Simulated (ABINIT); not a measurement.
# As: geometry relaxation (part 4 of 4)

Continued. System: As (2 atoms in the cell). Method: Kohn-Sham DFT of a periodic cell, PBE with D3(BJ), JTH PAW PBE v2.0, no spin polarisation (ABINIT 10.8.3); cutoff 408.17 eV, 7×7×9 k-mesh, fermi-dirac of 0.05 eV. The structure was built on a prototype by a generator; it need not be a known phase.

Geometry of the input (Å; fractional positions):
```
4.5664  0.0000  0.0000
-2.2832  3.9546  0.0000
0.0000  0.0000  2.8337
As 0.3333  0.6667  0.0000
As 0.6667  0.3333  0.0000
```

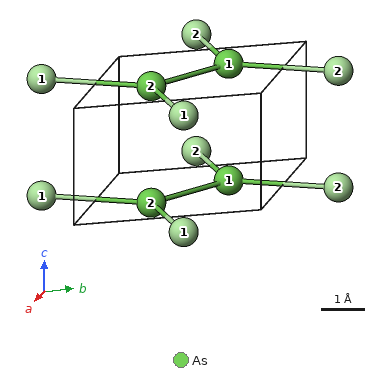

Figure 1. The input geometry (ball-and-stick view of the cell of the calculation, seen slightly off an axis; neighbours outside the cell are drawn fainter; atoms are numbered from 1 in the order of the input). An atom can appear more than once, as a periodic image.

**Results in brief**

- outcome: converged
- space group (tolerance 0.01 Å): P6/mmm (191)
- electrons treated: 30
- free energy: −6197.3932 eV
- Fermi energy: 5.041 eV
- gap on the k-point mesh: none (metallic)
- pressure: 0.00 GPa
- final volume: 49.02 Å³
- largest force (length of the vector) at the end: under 0.001 eV/Å
- final cell: a = 4.485 Å, b = 4.485 Å, c = 2.814 Å, α = 90.00°, β = 90.00°, γ = 120.00°
- hardware: 1 thread of Intel Xeon (Sapphire Rapids), 16 GiB of memory available, shared host
- wall time: 6.2 min
- peak memory: 0.15 GiB
